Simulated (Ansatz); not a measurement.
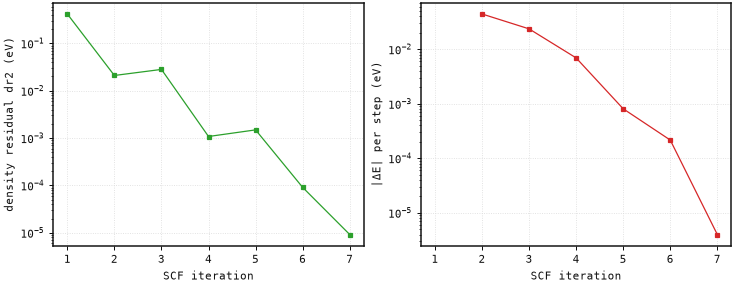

The plot shows the SCF iterations of a calculation: density residual dr2, step-to-step change of the Harris–Foulkes energy. The starting density is a sum of atomic densities corrected by a trained network.

System: Cu (P1, 4 atoms in the cell).
Method: DFT r2SCAN, scalar-relativistic, plane waves, PAW in Ansatz; cutoff 500 eV, 14×14×14 k-mesh, Gaussian smearing of 0.15 eV.

**How did this run end?**

It was still iterating, at step 7, when the time limit ended it. The residual is still falling at the last step (down to 9 × 10⁻⁶).

**What is the residual at the start and at the end?**

It starts near 0.4 and ends near 9 × 10⁻⁶ eV.
